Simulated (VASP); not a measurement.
The cell below is BaTiO3 (P4mm, No. 99). The cell is taken from an entry of the Crystallography Open Database, as set up for an electronic-structure calculation.

Space group P4mm (No. 99). a = 4.000 Å, b = 4.000 Å, c = 4.018 Å, α = 90.00°, β = 90.00°, γ = 90.00°
| atom | site | symmetry | x | y | z |
| --- | --- | --- | --- | --- | --- |
| Ba | 1a | 4mm | 0.0000 | 0.0000 | 0.0000 |
| Ti | 1b | 4mm | 0.5000 | 0.5000 | 0.4900 |
| O | 2c | 2mm. | 0.0000 | 0.5000 | 0.5170 |
| O | 1b | 4mm | 0.5000 | 0.5000 | 0.0190 |

The atoms' radii are Shannon crystal radii (six-coordinate where tabulated): Ba 1.49 Å, Ti 0.74 Å, O 1.26 Å.

> Find the largest hole by geometry, and further ones that a grid search gives (radius above 0.15 Å; smaller ones may be missed, and maxima closer than 0.25 Å are merged).

| hole | site | x, y, z | radius (Å) | nearest atoms | shape |
| --- | --- | --- | --- | --- | --- |
| V1 | 4f | 0.500, 0.947, 0.072 | 0.54 | 2 Ba + 2 O (then 2 O) | 4-coordinate |
| V2 | 4d | 0.053, 0.053, 0.500 | 0.54 | 2 O + 2 Ba (then 2 O) | 4-coordinate |
| V3 | 4f | 0.943, 0.500, 0.959 | 0.53 | 2 Ba + 2 O (then 2 O) | 4-coordinate |
| V4 | 4d | 0.729, 0.271, 0.288 | 0.43 | 3 O + 1 Ba (then 1 Ti) | tetrahedral |
| V5 | 4d | 0.719, 0.719, 0.737 | 0.42 | 3 O + 1 Ba (then 1 Ti) | tetrahedral |

Nearest atoms are those whose sphere lies within 0.15 Å of the hole's sphere; in brackets, those within 0.5 Å. The largest sphere that fits anywhere has a diameter of 1.08 Å; the largest that can travel through the crystal, about 0.6 Å.

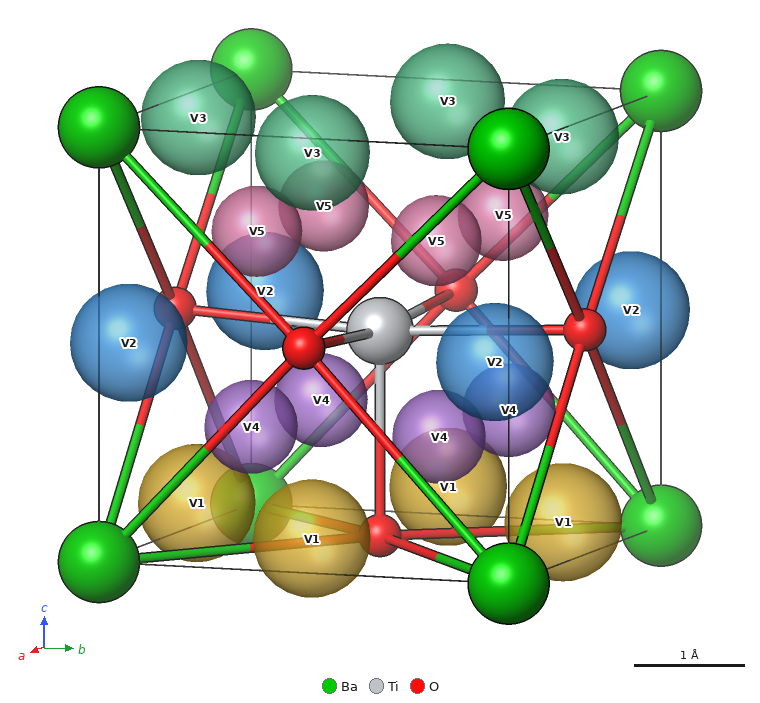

Translucent spheres (V1, V2, V3, V4, V5) fill the 5 holes listed first by a grid search for holes with a radius above 0.15 Å (the largest is sure; smaller ones may be missed, and maxima closer than 0.25 Å are merged) at their true size; atoms are drawn smaller than their model radii. View slightly off an axis.
